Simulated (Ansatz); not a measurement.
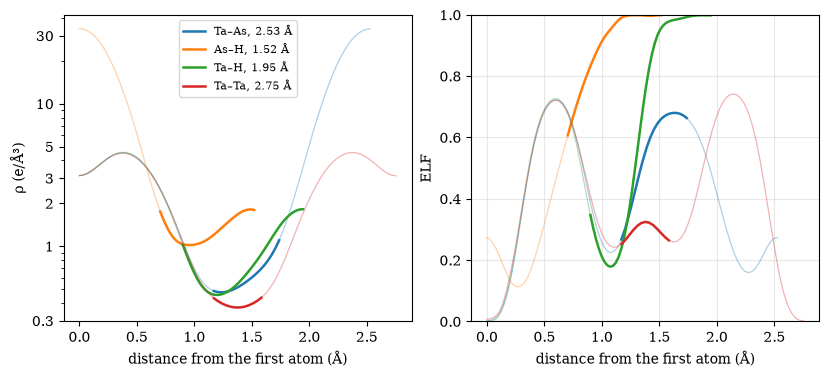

Figure. Ta12AsH3 (slab). Valence electron density and ELF along straight lines between neighbouring atoms. Thin, pale parts lie inside the atomic spheres.

Computed with Ansatz 0.2.0, DFT PBE+D3(BJ), scalar-relativistic, plane waves, PAW.

The density is the valence pseudo-density of a PAW calculation; it isn't the true density close to the nuclei.

```cif
data_structure
_symmetry_space_group_name_H-M 'P 1'
_symmetry_Int_Tables_number 1
_cell_length_a 5.6897
_cell_length_b 5.6897
_cell_length_c 24.8364
_cell_angle_alpha 90.000
_cell_angle_beta 90.000
_cell_angle_gamma 109.471
_cell_volume 758.04
loop_
_atom_site_label
_atom_site_type_symbol
_atom_site_fract_x
_atom_site_fract_y
_atom_site_fract_z
_atom_site_occupancy
Ta1 Ta 0.25000 0.25000 0.32211 1
Ta2 Ta 0.25000 0.75000 0.32211 1
Ta3 Ta 0.75000 0.25000 0.32211 1
Ta4 Ta 0.75000 0.75000 0.32211 1
Ta5 Ta 0.50002 0.50128 0.41342 1
Ta6 Ta 0.49908 0.00101 0.41330 1
Ta7 Ta 0.99927 0.49881 0.41308 1
Ta8 Ta 0.99797 0.99916 0.41131 1
Ta9 Ta 0.77133 0.77327 0.50751 1
Ta10 Ta 0.73019 0.26040 0.50769 1
Ta11 Ta 0.25894 0.74843 0.50710 1
Ta12 Ta 0.22560 0.22971 0.50478 1
As1 As 0.47165 0.51094 0.57859 1
H1 H 0.48306 0.49503 0.63956 1
H2 H 0.08386 0.94391 0.55179 1
H3 H 0.94797 0.56405 0.54336 1
```

> Compare the contacts.

Ta–As (2.53 Å): ρ is about 0.48 e/Å³ halfway; the ELF is about 0.40 at the midpoint.
As–H (1.52 Å): the density is about 1.4 e/Å³ at the midpoint; the ELF climbs to about 1 towards the hydrogen, as it does in any bond to H.
Ta–H (1.95 Å): ρ is about 0.72 e/Å³ halfway; the ELF climbs to about 1 towards the hydrogen.
Ta–Ta (2.75 Å): ρ at the midpoint is about 0.37 e/Å³; the ELF is about 0.30 at the midpoint.
